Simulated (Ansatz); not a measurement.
```xyz
16
Lattice="4.7816 -2.7607 0.0000 1.5939 -0.9202 -7.4744 6.3755 5.5213 0.0000" Properties=species:S:1:pos:R:3 pbc="T T T"
W     6.4201   -3.5353   -7.3945
W     4.7794   -0.8139   -7.4010
W     7.9744   -0.8034   -7.4020
W     6.3682    1.8966   -7.3967
W     9.5102    1.9821   -7.3970
S     3.1968   -1.7137   -5.8139
S     6.3846   -1.7058   -5.8219
S     4.7677    1.0148   -5.8205
S     7.9597    1.0172   -5.8129
S    11.1508    1.0341   -5.9401
S     1.5921   -0.8005   -1.5100
S     4.7875   -0.7999   -1.5041
S     3.1829    1.9417   -1.5063
S     6.3681    1.9496   -1.5124
S     9.5599    1.9545   -1.4487
H     6.3619    3.7947   -4.5717
```

Level of theory: Ansatz 0.2.0, DFT PBE, scalar-relativistic, plane waves, PAW.

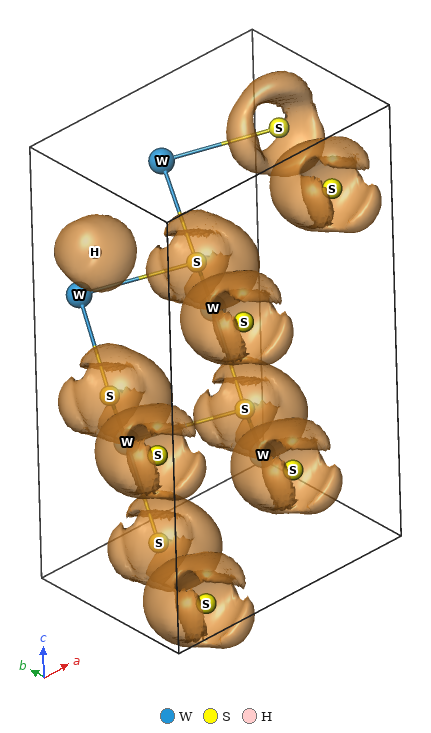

HW$_{5}$S$_{10}$ (cell charge +1, with a compensating background) (cell with a defect). Isosurface of the ELF at 0.8 (orange), seen slightly off an axis. Only the valence region is drawn (cores and ρ < 0.01 e/Å³ removed). Sticks mark near contacts.

In a PAW calculation such maps are meaningful between the atoms, not at the nuclei.

Describe the localisation domains.

Answer. At this value the surface marks out one region around a hydrogen nucleus and ten regions wrapped around S (the valence shell of each), counted in one cell of 16 atoms. Regions shared between cells count once. Profiles from the grid: S–H (1.37 Å): the ELF climbs to about 1 towards the hydrogen, as it does in any bond to H (a covalent bond by its length). W–S (2.39 Å): the ELF peaks at about 0.90 in the valence shell of S, 0.8 Å from its nucleus, and is about 0.45 at the midpoint.
